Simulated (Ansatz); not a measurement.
# What a change does: single-point calculation on HfO$_{2}$

System: HfO$_{2}$ (Imm2, 3 atoms in the cell).
Method of run 1: DFT PBE, scalar-relativistic, plane waves, PAW, no spin polarisation (Ansatz 0.2.0).

The structure derives from an entry of the Crystallography Open Database. Text and figures count atoms from 1; the logs count them from 0 in places.

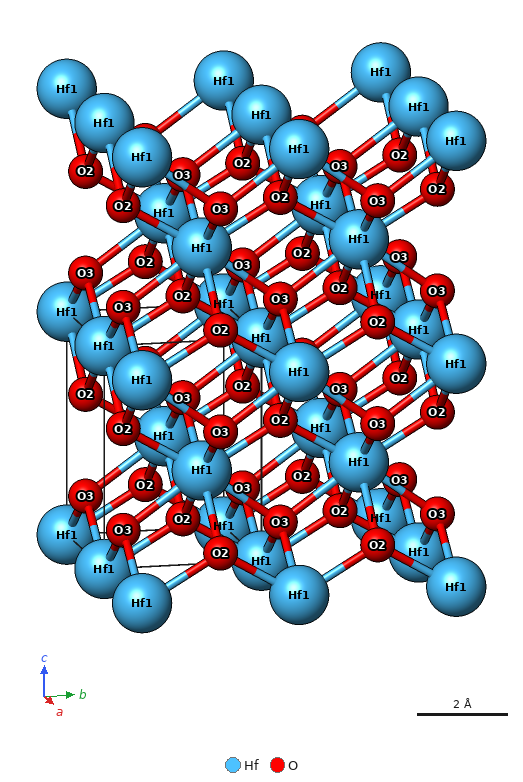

The structure (ball-and-stick view of the cell 2 times as large as that of the calculation, set on its symmetry axes, repeated 2 × 2 × 2, seen slightly off an axis; atoms are numbered from 1 in the order of the input). An atom can appear more than once, as a periodic image.

### Input, run 1
```yaml
crystal:
  lattice:
    - [0.0, 2.5575, 2.5575]
    - [2.5575, 0.0, 2.5575]
    - [2.5575, 2.5575, 0.0]
  atoms:
    - { symbol: Hf, position: [0.0, 0.0, 0.0] }
    - { symbol: O, position: [0.2060117302, 0.2939882698, 0.2060117302] }
    - { symbol: O, position: [0.75, 0.75, 0.75] }
basis:
  ecutwfc: 420
kpoints:
  mp_grid: { grid: [8, 8, 8] }
hamiltonian:
  xc: pbe
scf:
  occupations: { method: gaussian, width: 0.05 }
output:
  forces: true
  stress: true
  eigenvalues: true
```

Command:
```bash
ansatz run input.yaml --threads 1 --pin off --max-ram 2560MiB --backend cpu --events-out ev --progress --plain --runs-dir out
```

Hardware: 1 thread of Intel Xeon (Sapphire Rapids), 32 GiB of memory available, shared host.

### Output, shortened to warnings, some set-up lines, iterations and results (run 1)
```
Basis set: ecut = 420 eV, 645 PW (Γ), exchange–correlation on 50×50×50 points (8 copies of the dense FFT grid, shifted against one another)
Symmetry: 4 space group operations
k-points: 95 of 512 (time reversal used)
Initial density: superposition of atomic densities (neutral atoms: chi_scale 0, normalization atom), corrected by the library's trained network
[...]
SCF iter   1: F=—  HF=-16861.144897 eV  |F-HF|=—  |Δ(HF+E_count)|=         —  Δρ=2.51e-3  dr2=1.39e-3  ethr=1.77e-3  ⟨swp⟩=4.5  Hψ=7981  notcnv=0
SCF iter   2: F=—  HF=-16861.145866 eV  |F-HF|=—  |Δ(HF+E_count)|=   9.70e-4  Δρ=1.82e-3  dr2=7.85e-4  ethr=3.65e-6  ⟨swp⟩=2.0  Hψ=4549  notcnv=0
SCF iter   3: F=—  HF=-16861.145797 eV  |F-HF|=—  |Δ(HF+E_count)|=   6.91e-5  Δρ=7.32e-4  dr2=6.96e-5  ethr=2.07e-6  ⟨swp⟩=2.0  Hψ=3381  notcnv=0
SCF iter   4: F=—  HF=-16861.145999 eV  |F-HF|=—  |Δ(HF+E_count)|=   2.02e-4  Δρ=2.90e-4  dr2=2.37e-5  ethr=1.83e-7  ⟨swp⟩=2.0  Hψ=3854  notcnv=0
SCF iter   5: F=—  HF=-16861.145999 eV  |F-HF|=—  |Δ(HF+E_count)|=   1.40e-7  Δρ=1.14e-4  dr2=3.63e-6  ethr=6.23e-8  ⟨swp⟩=2.0  Hψ=3604  notcnv=0
SCF iter   6: F=—  HF=-16861.145999 eV  |F-HF|=—  |Δ(HF+E_count)|=   4.61e-7  Δρ=3.35e-5  dr2=2.15e-7  ethr=9.56e-9  ⟨swp⟩=2.0  Hψ=2644  notcnv=0
SCF iter   7: F=-16861.145999 eV  HF=-16861.145999 eV  |F-HF|=1.01e-9  |Δ(HF+E_count)|=   1.27e-7  Δρ=3.88e-6  dr2=3.85e-9  ethr=2.63e-10  ⟨swp⟩=5.5  Hψ=9784  notcnv=0
SCF 1 converged in 7 iterations: F = -16861.145999 eV  dr2 = 3.85e-9
SCF converged after 7 iterations
Free energy (F): -16861.145999 eV
Harris-Foulkes:  -16861.145999 eV  (|F-HF|=1.01e-9)
Internal energy: -16861.145999 eV  (E = F + TS)
E sigma→0 (E₀):  -16861.145999 eV
Fermi energy:    17.392457 eV
--- Per-component energies (eV) ---
  E_band       = 32.750748
  E_kinetic    = 771.016826
  E_local      = -5830.668606  (includes V_loc(G=0)·N_el)
  E_nonlocal   = -1147.346191
  E_hartree    = 2669.386672
  E_xc         = -447.573523
  E_vxc        = -454.578701  (∫ρ·V_xc dr)
  E_paw        = -7242.499060  (= ΣΔE_a)
  E_vpaw       = 1355.553438  (= ΣTr[D̂ρ^β])
  E_aug_tail   = 0.004940  (compensation charges beyond the density's cutoff)
  E_ewald      = -5633.467057
  E_smearing   = -0.000000  (= −TS)
  E_closure    = 0.000000  (closes the sum)
  Σ components = -16861.145999   (vs F -16861.145999, Δ=0.00e0)
--- Forces (eV/Å), atoms counted from 1 ---
  atom   1  Hf     0.00000000    -0.49181214    -0.00000000
  atom   2  O      0.00000000     2.37416211     0.00000000
  atom   3  O      0.00000000    -1.88233091    -0.00000000
  max |Σ_I F_I| component: 1.91e-5 eV/Å
--- Stress (GPa, compression-positive) ---
       -0.207651       0.000000       7.003032
       -0.000000       4.371278       0.000000
        7.003032       0.000000      -0.207651
  P = ⅓ Tr σ = 1.3187 GPa (13.187 kbar)
```

The input of run 2 differs as follows (lines with − go, lines with + come):
```diff
-    - { symbol: O, position: [0.2060117302, 0.2939882698, 0.2060117302] }
+    - { symbol: O, position: [0.1620234604, 0.25, 0.25] }
```

How does run 2 compare with run 1?

With the same functional and potentials, run 2 lies 94.8 meV per atom higher. The gap on the mesh goes from 3.61 to 3.83 eV. The pressure goes from 1.32 to 5.44 GPa. The largest force goes from 2.374 to 3.879 eV/Å. The number of SCF iterations is the same. The irreducible k-points go from 95 to 150. On the same kind of shared host run 2 took about 1.6 times as long.

### Output, shortened to warnings, some set-up lines, iterations and results (run 2)
```
Basis set: ecut = 420 eV, 645 PW (Γ), exchange–correlation on 50×50×50 points (8 copies of the dense FFT grid, shifted against one another)
Symmetry: 2 space group operations
k-points: 150 of 512 (time reversal used)
Initial density: superposition of atomic densities (neutral atoms: chi_scale 0, normalization atom), corrected by the library's trained network
[...]
SCF iter   1: F=—  HF=-16860.860191 eV  |F-HF|=—  |Δ(HF+E_count)|=         —  Δρ=2.72e-3  dr2=1.44e-3  ethr=1.77e-3  ⟨swp⟩=4.4  Hψ=12597  notcnv=0
SCF iter   2: F=—  HF=-16860.861235 eV  |F-HF|=—  |Δ(HF+E_count)|=   1.04e-3  Δρ=1.89e-3  dr2=8.12e-4  ethr=3.79e-6  ⟨swp⟩=2.0  Hψ=7183  notcnv=0
SCF iter   3: F=—  HF=-16860.861200 eV  |F-HF|=—  |Δ(HF+E_count)|=   3.51e-5  Δρ=8.34e-4  dr2=9.25e-5  ethr=2.14e-6  ⟨swp⟩=2.0  Hψ=5476  notcnv=0
SCF iter   4: F=—  HF=-16860.861458 eV  |F-HF|=—  |Δ(HF+E_count)|=   2.58e-4  Δρ=3.48e-4  dr2=3.15e-5  ethr=2.44e-7  ⟨swp⟩=2.0  Hψ=5700  notcnv=0
SCF iter   5: F=—  HF=-16860.861462 eV  |F-HF|=—  |Δ(HF+E_count)|=   4.07e-6  Δρ=9.82e-5  dr2=2.44e-6  ethr=8.29e-8  ⟨swp⟩=2.0  Hψ=5674  notcnv=0
SCF iter   6: F=—  HF=-16860.861462 eV  |F-HF|=—  |Δ(HF+E_count)|=   5.09e-7  Δρ=3.30e-5  dr2=1.86e-7  ethr=6.41e-9  ⟨swp⟩=2.0  Hψ=4321  notcnv=0
SCF iter   7: F=-16860.861462 eV  HF=-16860.861462 eV  |F-HF|=7.78e-9  |Δ(HF+E_count)|=   2.83e-7  Δρ=5.37e-6  dr2=4.89e-9  ethr=2.63e-10  ⟨swp⟩=5.4  Hψ=15416  notcnv=0
SCF 1 converged in 7 iterations: F = -16860.861462 eV  dr2 = 4.89e-9
SCF converged after 7 iterations
Free energy (F): -16860.861462 eV
Harris-Foulkes:  -16860.861462 eV  (|F-HF|=7.78e-9)
Internal energy: -16860.861462 eV  (E = F + TS)
E sigma→0 (E₀):  -16860.861462 eV
Fermi energy:    17.479674 eV
--- Per-component energies (eV) ---
  E_band       = 33.717015
  E_kinetic    = 772.309618
  E_local      = -5850.414673  (includes V_loc(G=0)·N_el)
  E_nonlocal   = -1147.069567
  E_hartree    = 2679.479003
  E_xc         = -447.840939
  E_vxc        = -454.930053  (∫ρ·V_xc dr)
  E_paw        = -7242.855721  (= ΣΔE_a)
  E_vpaw       = 1354.859771  (= ΣTr[D̂ρ^β])
  E_aug_tail   = 0.004985  (compensation charges beyond the density's cutoff)
  E_ewald      = -5624.474169
  E_smearing   = -0.000000  (= −TS)
  E_closure    = 0.000000  (closes the sum)
  Σ components = -16860.861462   (vs F -16860.861462, Δ=0.00e0)
--- Forces (eV/Å), atoms counted from 1 ---
  atom   1  Hf    -1.12539607    -0.74970647    -0.74970647
  atom   2  O      1.33784954     2.57420650     2.57420650
  atom   3  O     -0.21255563    -1.82451904    -1.82451904
  max |Σ_I F_I| component: 1.02e-4 eV/Å
--- Stress (GPa, compression-positive) ---
        3.113012       8.170759       8.170759
        8.170757       6.609062       2.105418
        8.170757       2.105418       6.609062
  P = ⅓ Tr σ = 5.4437 GPa (54.437 kbar)
```

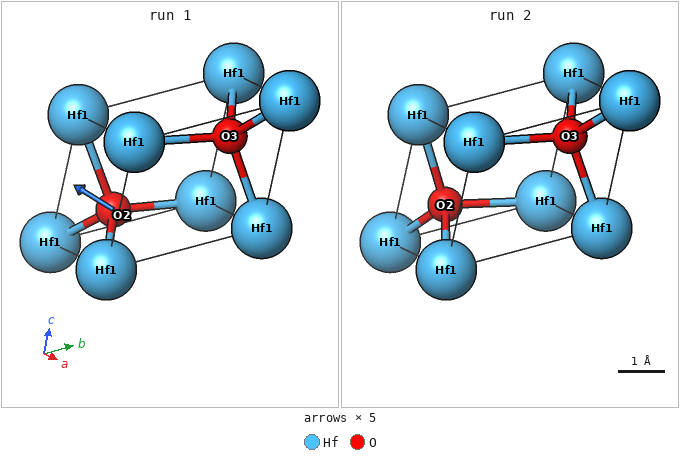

The two input geometries at one scale (ball-and-stick view of the cell of the calculation, seen slightly off an axis). The blue arrows on the first give the shifts of the atoms relative to the cell, magnified 5 times. O2 moves most: 0.23 Å. Hf stays in place. The cell doesn't change. Among the contacts that change: Hf1–O2 2.093 → 2.238 Å.

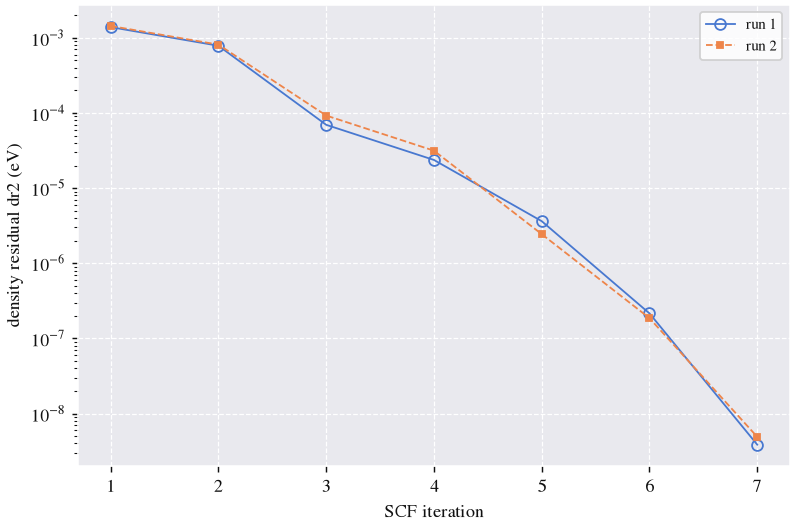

Convergence of the two runs: density residual dr2 against the SCF iteration. Run 1 takes 7 iterations in all, and run 2 takes 7.

### The two runs side by side

| quantity | run 1 | run 2 |
| --- | --- | --- |
| outcome | converged | converged |
| free energy per atom (eV) | −5620.3820 | −5620.2872 |
| gap on the mesh (eV) | 3.61 | 3.83 |
| pressure (GPa) | 1.32 | 5.44 |
| largest force (eV/Å) | 2.374 | 3.879 |
| SCF iterations | 7 | 7 |
| irreducible k-points | 95 | 150 |
| plane waves at Γ | 645 | 645 |
| wall time (shared host) | 3.9 s | 6.2 s |

For both runs: Spin–orbit coupling is left out, which matters for Hf.
